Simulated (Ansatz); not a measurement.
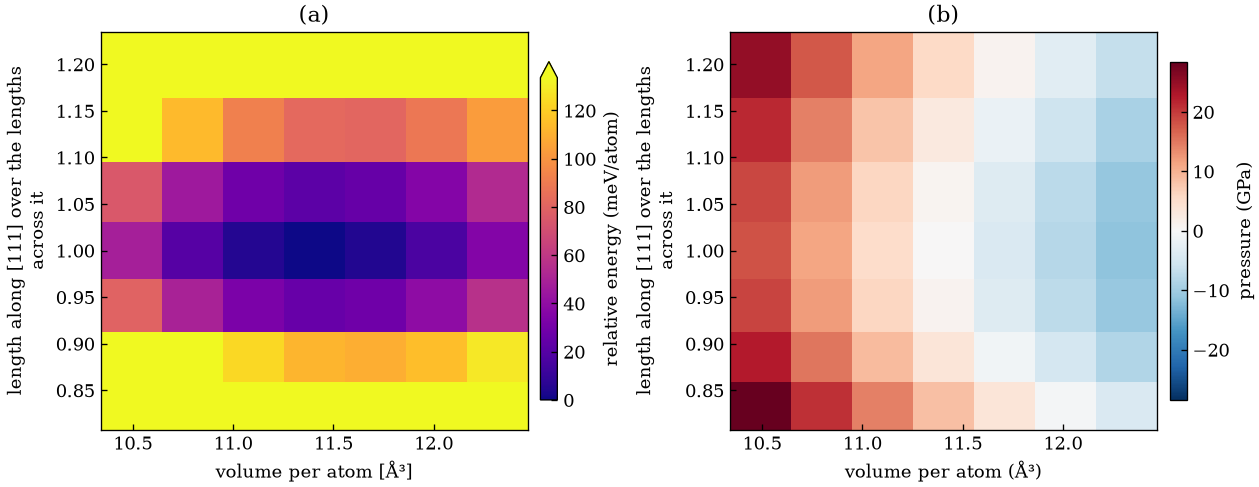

AlNi₃ (Fm-3m, No. 225; 4 atoms in the cell). 
- The energy is mapped over volume and the cell's shape.
- Coordinates scanned: (1) volume per atom; (2) length along [111] over the lengths across it, relative to the cubic cell.
- Nothing is relaxed (fractional coordinates fixed).
- The scan uses a 7 × 7 grid.
- Points are written as (first, second).
- Energies: meV/atom, counted from the lowest grid point.
- The runs have no spin polarisation; a magnetic state may lie lower.
- Method: DFT PBE, scalar-relativistic, plane waves, PAW (Ansatz 0.2.0). Settings: cutoff 520 eV, k-mesh 14×14×14, gaussian smearing 0.15 eV, no spin polarisation.

Panel (a) is the energy and panel (b) the computed pressure on the same grid.

The picture shows one coloured cell a grid point, one colour for all values above the top of the scale.

How does the pressure vary over the map, and what is it at the lowest grid point?

Answer. It runs from −11.5 GPa at (12.316 Å³, 1.000) to 28.5 GPa at (10.491 Å³, 0.834). At the lowest grid point, (11.403 Å³, 1.000), it is 0.1 GPa. The pressure is minus the slope of the energy with volume, so it vanishes at the true minimum, which need not be a grid point.

```tsv
second ↓, first →	10.491	10.795	11.099	11.403	11.708	12.012	12.316
1.200	25.0	17.6	11.2	5.7	0.9	−3.2	−6.8
1.129	21.5	14.3	8.1	2.8	−1.8	−5.8	−9.2
1.062	19.0	12.0	6.0	0.8	−3.7	−7.6	−10.9
1.000	18.2	11.2	5.2	0.1	−4.4	−8.2	−11.5
0.941	19.2	12.2	6.1	0.9	−3.6	−7.5	−10.8
0.886	22.5	15.3	9.0	3.6	−1.0	−5.0	−8.5
0.834	28.5	20.9	14.3	8.6	3.7	−0.6	−4.3
```

PAW datasets: the set soft_1.
